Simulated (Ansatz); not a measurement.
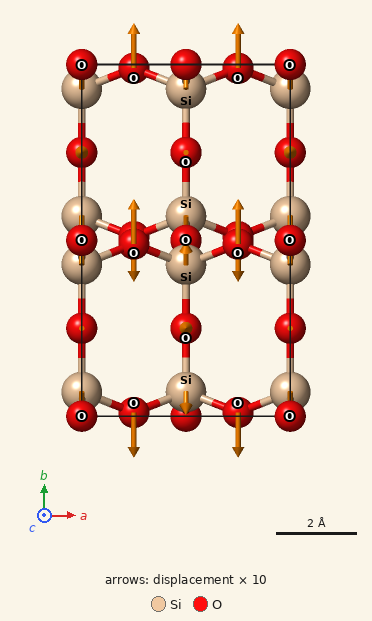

A relaxation of a crystal of SiO2 (set up in Imma). The starting structure is drawn; orange arrows show the displacements (the part carried along by the change of the cell is left out), magnified 10 times.

A ball-and-stick model of the conventional cell (2 times the calculation's cell), seen along the c axis. Lengths and directions refer to the drawn axes.

Case: volume × 0.91, shape and atoms relaxed.

All numbers below come from Ansatz 0.2.0, DFT PBE, scalar-relativistic, plane waves, PAW.

The input:
```yaml
crystal:
  lattice:
    - [-2.6136986512, 4.4085757791, 4.504252218]
    - [2.6136986512, -4.4085757791, 4.504252218]
    - [2.6136986512, 4.4085757791, -4.504252218]
  atoms:
    - { symbol: Si, position: [0.905599951, 0.8367614208, 0.0688385302] }
    - { symbol: Si, position: [0.7320771094, 0.1632385792, 0.5688385302] }
    - { symbol: Si, position: [0.094400049, 0.1632385792, 0.9311614698] }
    - { symbol: Si, position: [0.2679228906, 0.8367614208, 0.4311614698] }
    - { symbol: O, position: [0.0976033164, 0.8476033164, 0.25] }
    - { symbol: O, position: [0.9023966836, 0.1523966836, 0.75] }
    - { symbol: O, position: [0.7606042142, 0.5, 0.7606042142] }
    - { symbol: O, position: [0.2393957858, 0.0, 0.7393957858] }
    - { symbol: O, position: [0.2393957858, 0.5, 0.2393957858] }
    - { symbol: O, position: [0.7606042142, 0.0, 0.2606042142] }
    - { symbol: O, position: [0.0, 0.0, 0.0] }
    - { symbol: O, position: [0.5, 0.0, 0.5] }
basis:
  ecutwfc: 420
kpoints:
  mp_grid: { grid: [6, 6, 6] }
hamiltonian:
  xc: pbe
scf:
  occupations: { method: gaussian, width: 0.02 }
output:
  forces: true
  stress: true
  eigenvalues: true
  write_density: true
  write_potential: true
  elf: true
  volumetric_format: npy
relax:
  adjacent_minimum: "off"
  f_tol: 0.01
  max_steps: 30
  cell: { stress_tol: 0.1, fix: [volume] }
```

Launched with:
```bash
ansatz run input.yaml --threads 2 --pin off --max-ram 5120MiB --backend cpu --events-out ev --progress --plain --runs-dir out
```

Q: Atoms of which element are displaced furthest, and by how much?

A: Oxygen: up to 0.12 Å, against 0.06 Å for silicon.

Q: What happened in the run?

A: Over 5 accepted moves (7 points after the start) the energy falls by 8.0 meV per atom. The largest force component goes from 0.36 to 0.002 eV/Å. The pressure goes from 5.62 to 1.01 GPa. The SCF was repeated twice at an unchanged geometry on a basis and grid sized afresh for the cell, which shifted the energy by 0.3 meV per atom at most. The largest moves relative to the cell, 0.12 Å, are those of O5 and O6. O5 goes along −c. By element the largest moves are O 0.12 Å, Si 0.06 Å. The drawn cell changes at constant volume: a 5.227 → 5.290 Å (+1.2 %), b 8.817 → 8.598 Å (−2.5 %), c 9.009 → 9.129 Å (+1.3 %). Some distances before and after: Si1–O10 1.607 → 1.626 Å, Si1–O11 1.591 → 1.608 Å, Si1–O5 1.600 → 1.616 Å. Among the angles between lasting bonds that change: Si1–O5–Si4 173.0° → 179.4°, Si1–O7–Si2 142.7° → 140.0°. The space group stays Imma (No. 74).
